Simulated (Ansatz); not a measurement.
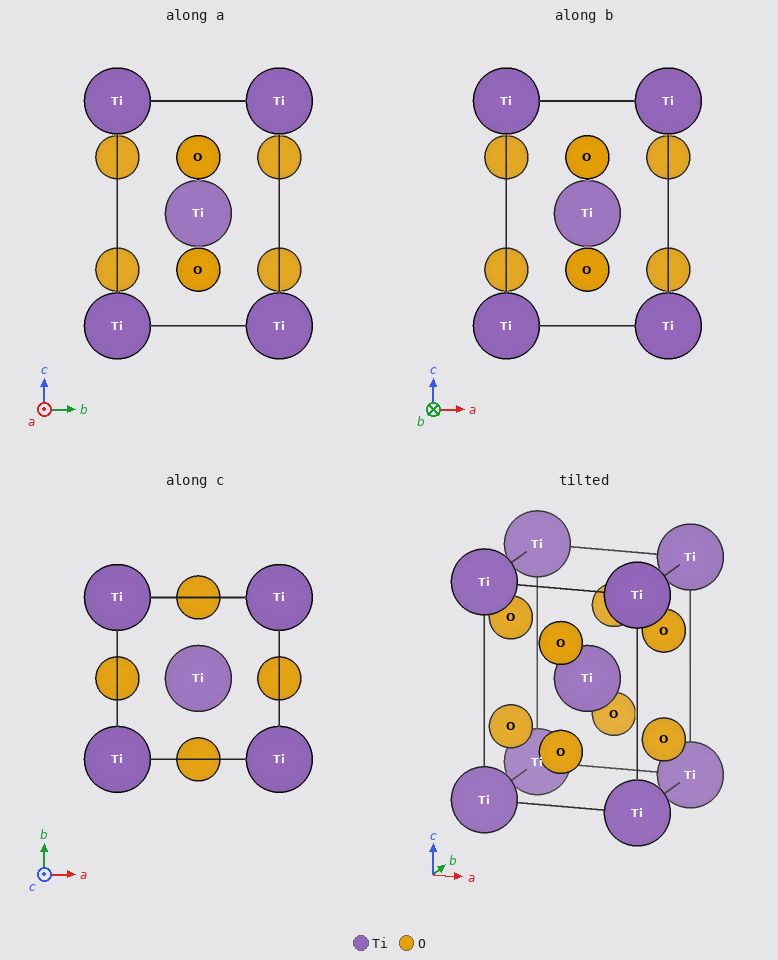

Crystal structure, spheres-only style, seen along the a axis, along the b axis, along the c axis and slightly off an axis. One conventional unit cell is framed, with atoms on its boundary repeated.

Lattice parameters: a = 3.390 Å, b = 3.390 Å, c = 4.708 Å, α = 90.00°, β = 90.00°, γ = 90.00°.

**Convert the drawing into a table of Wyckoff sites.**

Space group I4/mmm (No. 139).
| atom | site | x | y | z |
| --- | --- | --- | --- | --- |
| Ti | 2a | 0.0000 | 0.0000 | 0.0000 |
| O | 4d | 0.0000 | 0.5000 | 0.7500 |

Source of the structure: a structure type filled with these elements by a generator (whether the compound takes this form wasn't checked). The cell was then strained or its atoms displaced on purpose. It went into a calculation with Ansatz.

At this level of theory the cell isn't at rest (compressed, at 11 GPa), so its distances can differ from those at equilibrium, the more so the softer the solid.
